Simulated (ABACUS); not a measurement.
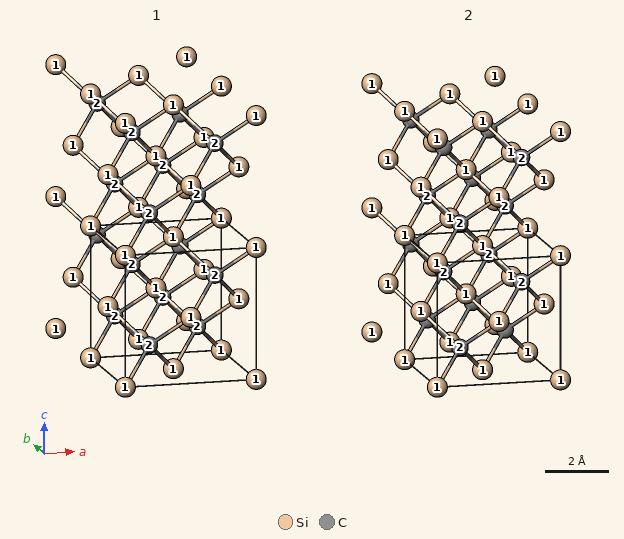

Two geometries of solid SiC (set up in F-43m), drawn at one scale. One is the start of a relaxation, the other its converged end. The picture is a ball-and-stick view of the conventional cell (4 times the calculation's cell), repeated 1 × 2 × 2 with one cell outlined, seen slightly off an axis. Lengths and directions refer to the drawn axes.

Computed with Kohn-Sham DFT of a periodic cell, HLE16, SPMS ONCV 1.0 PBE in ABACUS 3.10.1. Settings: plane-wave cutoff 1116 eV; k-point mesh 8 × 8 × 8; occupations fermi-dirac; smearing width 0.05 eV; basis pw; no spin polarisation.

Question: Which of the two is the end point?

Answer: Structure 2 is the relaxed one. The run lets cell and atoms move. No atom moves by more than 0.005 Å relative to the cell. The drawn cell changes as follows: a = b = c 4.358 → 4.101 Å (−5.9 %); the volume changes by −16.6 %. Among the contacts that change: Si1–C2 1.887 → 1.776 Å. The space group stays F-43m (No. 216). After 3 geometry steps the energy has fallen by 256 meV per atom. All forces vanish by symmetry, so only the cell relaxes. Pressure: −41.27 GPa at the start and −0.02 GPa at the end. Cost: 12 s on 4 threads of Intel(R) Xeon(R) Platinum 8259CL CPU @ 2.50GHz (Skylake/Cascade Lake) (shared host), peak memory 0.36 GiB.
